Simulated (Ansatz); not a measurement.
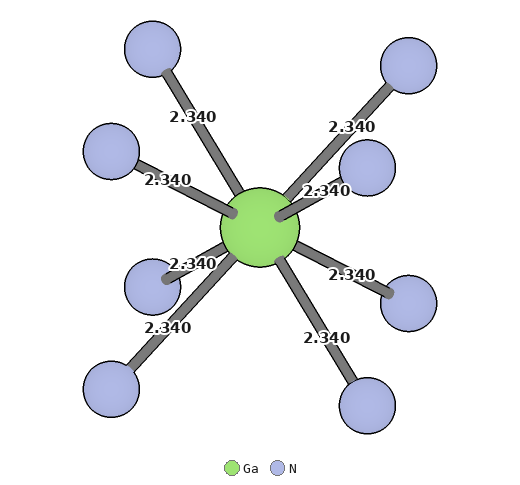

The surroundings of site Ga1 (at 0.000, 0.000, 0.000) in GaN (Pm-3m, No. 221), with bond lengths in Å.

The cell is taken from coordinates from a relaxation with DFT, PBEsol, plane waves, PAW (Ansatz 0.2.0); the starting structure was generated, so it need not be a known form of this composition.

```yaml
crystal:
  lattice:
    - [2.70203, 0.00000, 0.00000]
    - [0.00000, 2.70203, 0.00000]
    - [0.00000, 0.00000, 2.70203]
  atoms:
    - { symbol: Ga, position: [0.00000, 0.00000, 0.00000] }
    - { symbol: N, position: [0.50000, 0.50000, 0.50000] }
```

Bond valence s = exp((R0 − d)/b), R0 fitted to published crystal structures with b = 0.37 Å; R0 in Å: Ga3+–N 1.897.

**Calculate the bond-valence sum of Ga1 from the bonds drawn.**

8 × 0.302 = 2.42 v.u., against a formal valence of 3: underbonded (bonds long for this ion) by 0.58.

**And over the whole structure?**

```json
{"site": "Ga1", "x, y, z": "0.000, 0.000, 0.000", "formal valence": "+3", "bond-valence sum": "2.44", "difference": "-0.56"}
{"site": "N1", "x, y, z": "0.500, 0.500, 0.500", "formal valence": "−3", "bond-valence sum": "2.44", "difference": "-0.56"}
```

These sums include all anions within 5 Å. The global instability index (root mean square of the differences over all atoms) is 0.56 v.u.: above 0.2, which by the usual rule of thumb marks a strained structure.
